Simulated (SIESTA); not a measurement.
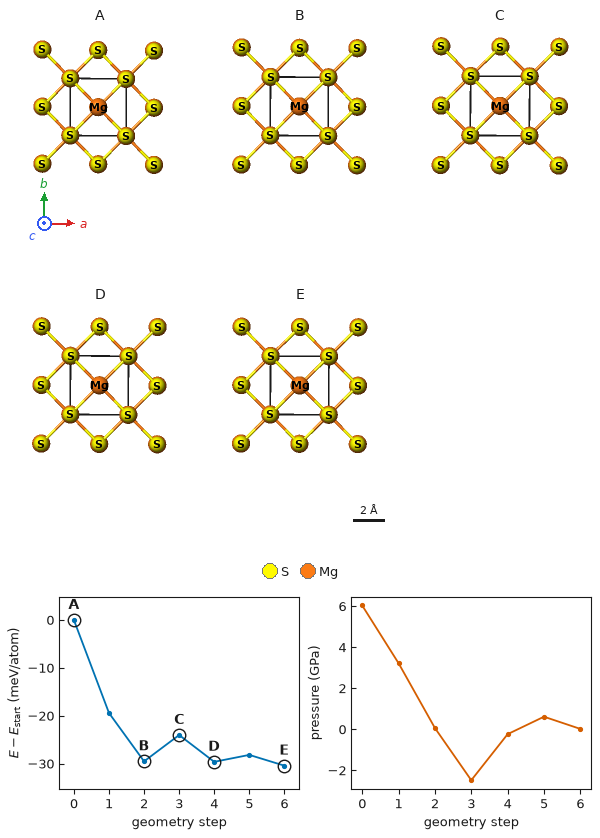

Frames of a relaxation of a crystal of MgS (set up in P-1), marked on the history of the run. The picture is a ball-and-stick view of the conventional cell (2 times the calculation's cell), seen along the c axis. Lengths and directions refer to the drawn axes.

The run lets cell and atoms move, from this start: cell strained at random at fixed volume.

Level of theory: Kohn-Sham DFT of a periodic cell, vdW-DF, PseudoDojo 0.4 stringent, converted to PSML in SIESTA.

Input
```
SystemName                      Niningerite
SystemLabel                     MgS
NumberOfSpecies                 2
NumberOfAtoms                   2
%block ChemicalSpeciesLabel
  1  16 S
  2  12 Mg
%endblock ChemicalSpeciesLabel
%include structure.fdf

%block kgrid.MonkhorstPack
    9   0   0  0.0
    0   9   0  0.0
    0   0   9  0.0
%endblock kgrid.MonkhorstPack
XC.Functional                   VDW
XC.Authors                      DRSLL
PAO.BasisSize                   DZP
PAO.EnergyShift                 0.002 Ry
Mesh.Cutoff                     800 Ry
OccupationFunction              FD
ElectronicTemperature           0.05 eV
MaxSCFIterations                120
SCF.MustConverge                false
SCF.Mixer.Method                Pulay
SCF.Mixer.Weight                0.25
SCF.Mixer.History               8
SCF.DM.Tolerance                5.0e-05
SCF.H.Tolerance                 1.0e-03 eV
WriteForces                     true
Charge.Mulliken                 end
Charge.Hirshfeld                end
Charge.Voronoi                  end
SaveRho                         true
SaveElectrostaticPotential      true
MD.TypeOfRun                    CG
MD.Steps                        40
MD.MaxForceTol                  0.01 eV/Ang
MD.MaxDispl                     0.1 Ang
WriteCoorStep                   true
AtomCoorFormatOut               Fractional
MD.VariableCell                 true
MD.MaxStressTol                 0.1 GPa
```

Launched with:
```bash
siesta < MgS.fdf > MgS.out 2>&1
```

> Describe the path.

No atom moves by more than 0.005 Å relative to the cell. The volume changes by +7.8 %, with a 3.604 → 3.770 Å (+4.6 %), b 3.687 → 3.773 Å (+2.3 %), c 5.302 → 5.337 Å (+0.7 %), γ 90.6° → 90.0°. Among the contacts that change: Mg–S 2.564 → 2.667 Å, Mg–S 2.591 → 2.667 Å, Mg–S 2.651 → 2.668 Å. The space group (tolerance 0.01 Å) goes from C2/m (No. 12) to Fm-3m (No. 225). Over 6 geometry steps the energy falls by 30.4 meV per atom. All forces vanish by symmetry, so only the cell relaxes. The pressure goes from 6.04 to 0.03 GPa. Cost: 3.5 min on 1 thread of Arm Neoverse V2, with other jobs on the host, peak memory 0.38 GiB. From step 0 to 2: volume +7.7 %, energy −29.5 meV per atom. From step 2 to 3: volume +4.2 %, energy +5.5 meV per atom. From step 3 to 4: volume −3.6 %, energy −5.6 meV per atom. From step 4 to 6: volume −0.4 %, energy −0.8 meV per atom.

```csv
step,"E − E(0), meV/atom","pressure, GPa","volume, Å³/atom"
0,0.00,6.04,17.609
1,-19.40,3.23,18.184
2,-29.50,0.07,18.968
3,-24.00,-2.48,19.773
4,-29.60,-0.23,19.054
5,-28.15,0.62,18.829
6,-30.40,0.03,18.975
```
